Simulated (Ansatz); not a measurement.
**Geometry relaxation, with input and output: CoSi (part 2 of 2)**

The same run, continued: CoSi (P2₁3, 8 atoms in the cell); DFT PBEsol, scalar-relativistic, plane waves, PAW, no spin polarisation (Ansatz 0.2.0); cutoff 420 eV, 8×8×8 k-mesh, Gaussian smearing of 0.1 eV. The structure derives from an entry of the Crystallography Open Database.

Geometry of the input (Å; fractional positions):
```
4.4308  0.0000  0.0000
0.0000  4.4308  0.0000
0.0000  0.0000  4.4308
Co 0.1450  0.1450  0.1450
Co 0.3550  0.8550  0.6450
Co 0.6450  0.3550  0.8550
Co 0.8550  0.6450  0.3550
Si 0.8432  0.8432  0.8432
Si 0.6568  0.1568  0.3432
Si 0.3432  0.6568  0.1568
Si 0.1568  0.3432  0.6568
```

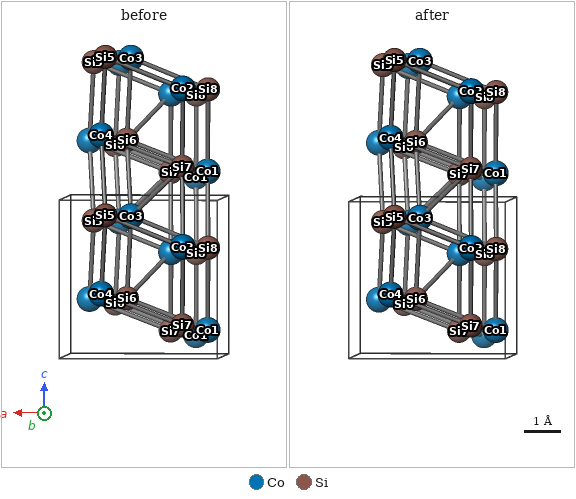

*Before (left) and after (right) the relaxation, at one scale (ball-and-stick view of the cell of the calculation, repeated 1 × 2 × 2, seen at an oblique angle).*

The atoms keep their places relative to the cell (all moves are under 0.005 Å). The volume changes by −3.0 %, with a = b = c 4.431 → 4.386 Å (−1.0 %). Among the contacts that change: Co1–Si6 2.432 → 2.404 Å, Co1–Si5 2.317 → 2.296 Å. The space group stays P2_13 (No. 198). After 3 geometry steps the energy has fallen by 7.5 meV per atom. Largest force component: 0.016 eV/Å at the start, 0.0042 eV/Å at the end. Pressure: −6.98 GPa at the start and −0.03 GPa at the end. A last SCF at the same geometry on a re-selected plane-wave basis shifts the energy by +0.2 meV per atom. (Atoms are counted from 1 in the order of the input.)

```
basis re-selected at this cell: Δ(F+E_penalty+E_count) = +1.494e-3 eV, ΔP = -0.032 GPa vs the last step (what re-selecting the basis moved, of the pressure what is left beyond the Pulay correction that the steps carried, after the strain that the cell walked since its last selection, with what the two solves' SCF thresholds leave and, on support functions, any second-order correction that the steps lacked; it is no measure of the basis error at this ecutwfc). This SCF's stress stands 2.70e-2 GPa from its target on what of the cell is left free (relax.cell.stress_tol is 5.00e-2 GPa) and its largest allowed force component is 4.22e-3 eV/Å (relax.f_tol is 5.00e-3 eV/Å): within both
SCF converged after 7 iterations
Free energy (F): -22863.776876 eV
Harris-Foulkes:  -22863.776876 eV  (|F-HF|=7.28e-12)
Internal energy: -22863.770581 eV  (E = F + TS)
E sigma→0 (E₀):  -22863.773729 eV
Entropy (-TS):   -0.006295 eV (-0.787 meV/atom)
Fermi energy:    17.195649 eV
--- Per-component energies (eV) ---
  E_band       = -905.968744
  E_kinetic    = 2018.713538
  E_local      = -14057.165462  (includes V_loc(G=0)·N_el)
  E_nonlocal   = 1929.607849
  E_hartree    = 6102.540813
  E_xc         = -866.133090
  E_vxc        = -1027.259209  (∫ρ·V_xc dr)
  E_paw        = -7934.607338  (= ΣΔE_a)
  E_vpaw       = -1974.947505  (= ΣTr[D̂ρ^β])
  E_aug_tail   = 0.000194  (compensation charges beyond the density's cutoff)
  E_ewald      = -10057.607004
  E_core_change = 0.879920  (= ΣΔE_core)
  E_smearing   = -0.006295  (= −TS)
  E_closure    = -0.000000  (closes the sum)
  Σ components = -22863.776876   (vs F -22863.776876, Δ=0.00e0)
--- Forces (eV/Å), atoms counted from 1 ---
  atom   1  Co     0.00421752     0.00421752     0.00421752
  atom   2  Co    -0.00421752    -0.00421752     0.00421752
  atom   3  Co     0.00421752    -0.00421752    -0.00421752
  atom   4  Co    -0.00421752     0.00421752    -0.00421752
  atom   5  Si     0.00106740     0.00106740     0.00106740
  atom   6  Si    -0.00106740    -0.00106740     0.00106740
  atom   7  Si     0.00106740    -0.00106740    -0.00106740
  atom   8  Si    -0.00106740     0.00106740    -0.00106740
  max |Σ_I F_I| component: 7.46e-17 eV/Å
--- Stress (GPa, compression-positive) ---
       -0.026958       0.000000      -0.000000
        0.000000      -0.026958      -0.000000
       -0.000000      -0.000000      -0.026958
  P = ⅓ Tr σ = -0.0270 GPa (-0.270 kbar)
--- Band table (eV; the first three rows and the last of 45) ---
  k-point 0: bands = ["-77.3891", "-77.3755", "-77.3755", "-77.3755", "-40.9159", "-40.9159", "-40.9159", "-40.8686", "-40.8444", "-40.8444", "-40.8444", "-40.8026", "-40.8026", "-40.7849", "-40.7849", "-40.7849", "3.2210", "8.8428", "8.8428", "8.8428", "11.5099", "11.5099", "11.5099", "13.2631", "13.2631", "13.2631", "13.9278", "13.9698", "13.9698", "14.3035", "14.3035", "14.3035", "14.7715", "14.7715", "14.7715", "16.2276", "16.2276", "16.2276", "16.3690", "16.3690", "17.1796", "17.1796", "17.1796", "19.8360", "19.8360", "19.8360", "20.1922", "20.1922", "20.8752", "20.8752", "20.8752"]
  k-point 1: bands = ["-77.3887", "-77.3770", "-77.3754", "-77.3744", "-40.9202", "-40.9166", "-40.9100", "-40.8699", "-40.8512", "-40.8461", "-40.8358", "-40.8022", "-40.8009", "-40.7866", "-40.7862", "-40.7841", "3.3406", "8.0381", "8.9173", "9.4177", "11.0684", "11.5813", "12.1060", "12.6634", "13.0043", "13.8099", "13.8309", "13.9924", "14.1610", "14.2602", "14.3064", "14.3134", "14.6837", "14.7560", "14.9871", "16.0934", "16.1122", "16.3389", "16.3738", "16.3997", "16.9844", "17.1302", "17.4883", "19.3321", "19.4531", "19.7304", "19.8491", "20.4830", "21.0607", "21.0766", "21.3194"]
  k-point 2: bands = ["-77.3876", "-77.3790", "-77.3750", "-77.3739", "-40.9227", "-40.9183", "-40.9028", "-40.8738", "-40.8556", "-40.8498", "-40.8262", "-40.8013", "-40.7969", "-40.7897", "-40.7887", "-40.7842", "3.6959", "7.0359", "9.1349", "9.8797", "10.8625", "11.7370", "12.0582", "12.5618", "12.7698", "13.4883", "14.0452", "14.0599", "14.2353", "14.3217", "14.3812", "14.4523", "14.6795", "14.7943", "15.1364", "15.8077", "16.0548", "16.2575", "16.3929", "16.4919", "16.8532", "16.9906", "17.9431", "18.9537", "18.9816", "19.2081", "19.7182", "20.8200", "21.2735", "21.3516", "21.9681"]
  k-point 44: bands = ["-77.3788", "-77.3788", "-77.3788", "-77.3788", "-40.9088", "-40.9088", "-40.9088", "-40.9088", "-40.8349", "-40.8349", "-40.8349", "-40.8349", "-40.7842", "-40.7842", "-40.7842", "-40.7842", "7.5781", "7.5781", "7.5781", "7.5781", "10.0338", "10.0338", "10.0338", "10.0338", "13.9964", "13.9964", "13.9964", "13.9964", "14.2316", "14.2316", "14.2316", "14.2316", "15.7855", "15.7855", "15.7855", "15.7855", "15.8971", "15.8971", "15.8971", "15.8971", "16.9504", "16.9504", "16.9504", "16.9504", "22.7787", "22.7787", "22.7787", "22.7787", "23.1125", "23.1125", "23.1125"]
--- Relaxed structure (4 steps of the walk, 4 accepted, 1 SCFs on fresh bases) ---
  F+E_penalty+E_count = -22863.77687616 eV   max|allowed force component| = 4.218e-3 eV/Å   (the final SCF, on the basis selected at the relaxed cell)
  cell:  # Å, volume = 84.3683 Å³
    - [4.385911171287295, 1.79753461476142e-33, -1.990127609200144e-33]
    - [1.1555579666323413e-33, 4.385911171287295, 5.135813185032629e-34]
    - [-1.990127609200144e-33, 3.8518598887744713e-34, 4.385911171287295]
  atoms:
    - { symbol: Co, position: [0.1455289007881036, 0.1455289007881036, 0.1455289007881036] }
    - { symbol: Co, position: [0.35447109921189635, 0.8544710992118965, 0.6455289007881034] }
    - { symbol: Co, position: [0.6455289007881034, 0.35447109921189635, 0.8544710992118965] }
    - { symbol: Co, position: [0.8544710992118965, 0.6455289007881034, 0.35447109921189635] }
    - { symbol: Si, position: [0.8432651121832125, 0.8432651121832125, 0.8432651121832125] }
    - { symbol: Si, position: [0.6567348878167873, 0.1567348878167874, 0.3432651121832125] }
    - { symbol: Si, position: [0.3432651121832125, 0.6567348878167873, 0.1567348878167874] }
    - { symbol: Si, position: [0.1567348878167874, 0.3432651121832125, 0.6567348878167873] }
```

Trajectory as extended XYZ (Å, eV, eV/Å), 5 frames, from step=1 to step=5:
```
8
Lattice="4.4308 0.0000 0.0000 0.0000 4.4308 0.0000 0.0000 0.0000 4.4308" Properties=species:S:1:pos:R:3:forces:R:3 step=1 energy=-22863.71810 pressure_GPa=-6.98
Co    0.6426    0.6426    0.6426   -0.0161  -0.0161  -0.0161
Co    1.5729    3.7883    2.8580    0.0161   0.0161  -0.0161
Co    2.8580    1.5729    3.7883   -0.0161   0.0161   0.0161
Co    3.7883    2.8580    1.5729    0.0161  -0.0161   0.0161
Si    3.7359    3.7359    3.7359   -0.0164  -0.0164  -0.0164
Si    2.9104    0.6949    1.5205    0.0164   0.0164  -0.0164
Si    1.5205    2.9104    0.6949   -0.0164   0.0164   0.0164
Si    0.6949    1.5205    2.9104    0.0164  -0.0164   0.0164
8
Lattice="4.4053 0.0000 0.0000 0.0000 4.4053 0.0000 0.0000 0.0000 4.4053" Properties=species:S:1:pos:R:3:forces:R:3 step=2 energy=-22863.76649 pressure_GPa=-3.12
Co    0.6395    0.6395    0.6395    0.0005   0.0005   0.0005
Co    1.5631    3.7658    2.8422   -0.0005  -0.0005   0.0005
Co    2.8422    1.5631    3.7658    0.0005  -0.0005  -0.0005
Co    3.7658    2.8422    1.5631   -0.0005   0.0005  -0.0005
Si    3.7146    3.7146    3.7146   -0.0068  -0.0068  -0.0068
Si    2.8933    0.6907    1.5120    0.0068   0.0068  -0.0068
Si    1.5120    2.8933    0.6907   -0.0068   0.0068   0.0068
Si    0.6907    1.5120    2.8933    0.0068  -0.0068   0.0068
8
Lattice="4.3849 0.0000 0.0000 0.0000 4.3849 0.0000 0.0000 0.0000 4.3849" Properties=species:S:1:pos:R:3:forces:R:3 step=3 energy=-22863.77835 pressure_GPa=0.18
Co    0.6378    0.6378    0.6378    0.0077   0.0077   0.0077
Co    1.5546    3.7471    2.8303   -0.0077  -0.0077   0.0077
Co    2.8303    1.5546    3.7471    0.0077  -0.0077  -0.0077
Co    3.7471    2.8303    1.5546   -0.0077   0.0077  -0.0077
Si    3.6976    3.6976    3.6976    0.0016   0.0016   0.0016
Si    2.8797    0.6873    1.5052   -0.0016  -0.0016   0.0016
Si    1.5052    2.8797    0.6873    0.0016  -0.0016  -0.0016
Si    0.6873    1.5052    2.8797   -0.0016   0.0016  -0.0016
8
Lattice="4.3859 0.0000 0.0000 0.0000 4.3859 0.0000 0.0000 0.0000 4.3859" Properties=species:S:1:pos:R:3:forces:R:3 step=4 energy=-22863.77837 pressure_GPa=0.01
Co    0.6383    0.6383    0.6383    0.0042   0.0042   0.0042
Co    1.5547    3.7476    2.8312   -0.0042  -0.0042   0.0042
Co    2.8312    1.5547    3.7476    0.0042  -0.0042  -0.0042
Co    3.7476    2.8312    1.5547   -0.0042   0.0042  -0.0042
Si    3.6985    3.6985    3.6985    0.0011   0.0011   0.0011
Si    2.8804    0.6874    1.5055   -0.0011  -0.0011   0.0011
Si    1.5055    2.8804    0.6874    0.0011  -0.0011  -0.0011
Si    0.6874    1.5055    2.8804   -0.0011   0.0011  -0.0011
8
Lattice="4.3859 0.0000 0.0000 0.0000 4.3859 0.0000 0.0000 0.0000 4.3859" Properties=species:S:1:pos:R:3:forces:R:3 step=5 energy=-22863.77688 pressure_GPa=-0.03
Co    0.6383    0.6383    0.6383    0.0042   0.0042   0.0042
Co    1.5547    3.7476    2.8312   -0.0042  -0.0042   0.0042
Co    2.8312    1.5547    3.7476    0.0042  -0.0042  -0.0042
Co    3.7476    2.8312    1.5547   -0.0042   0.0042  -0.0042
Si    3.6985    3.6985    3.6985    0.0011   0.0011   0.0011
Si    2.8804    0.6874    1.5055   -0.0011  -0.0011   0.0011
Si    1.5055    2.8804    0.6874    0.0011  -0.0011  -0.0011
Si    0.6874    1.5055    2.8804   -0.0011   0.0011  -0.0011
```

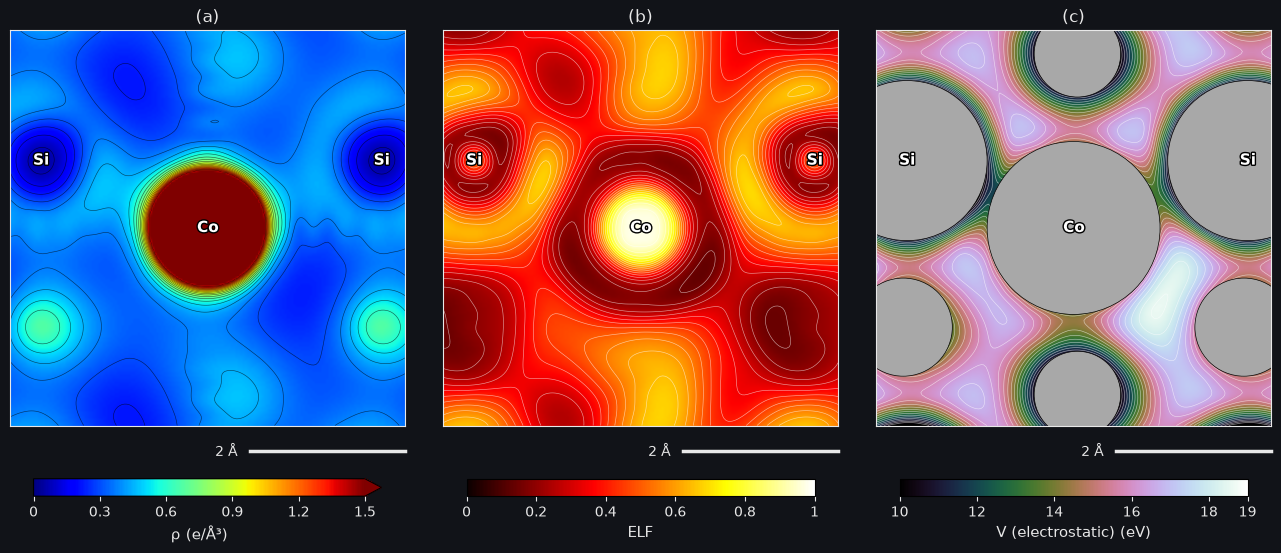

*(a) valence electron density; (b) electron localisation function; (c) electrostatic potential energy of an electron on the (010) plane of the conventional cell. Grey discs, where drawn, cover atomic cores.*

The section cuts through Co and Si sites. Co–Si (2.31 Å): the density is about 0.49 e/Å³ at the midpoint; the ELF is about 0.45 at the midpoint. Co–Si (2.40 Å): the density is about 0.43 e/Å³ at the midpoint; the ELF is about 0.50 at the midpoint. Away from the nuclei the density in this plane falls to 0.22 e/Å³ at its lowest. The strong features right at Co lie inside the PAW spheres (semicore, d or f shells) and say nothing about bonding. Outside the cores the potential energy rises away from the atoms and is highest about 1.4 Å from the nearest atoms; outside the discs it spans about 8 eV, and its zero is arbitrary. Core electrons are frozen (PAW), so the fields are smoothed inside the atomic spheres.

Results in brief:

- outcome: converged
- space group (tolerance 0.01 Å): P2₁3 (198)
- electrons treated: 84
- free energy: −22863.7769 eV
- Fermi energy: 17.196 eV
- gap on the k-point mesh: none (metallic)
- pressure: −0.03 GPa
- final volume: 84.37 Å³
- largest force (length of the vector) at the end: 0.007 eV/Å
- final cell: a = 4.386 Å, b = 4.386 Å, c = 4.386 Å, α = 90.00°, β = 90.00°, γ = 90.00°
- hardware: 2 threads of AMD EPYC (Zen 3), 189 GiB of memory available, shared host
- wall time: 2.3 min (CPU time 4.3 min)
- peak memory: 0.48 GiB

Notes:

The run has no spin polarisation, so a magnetic state may lie lower.
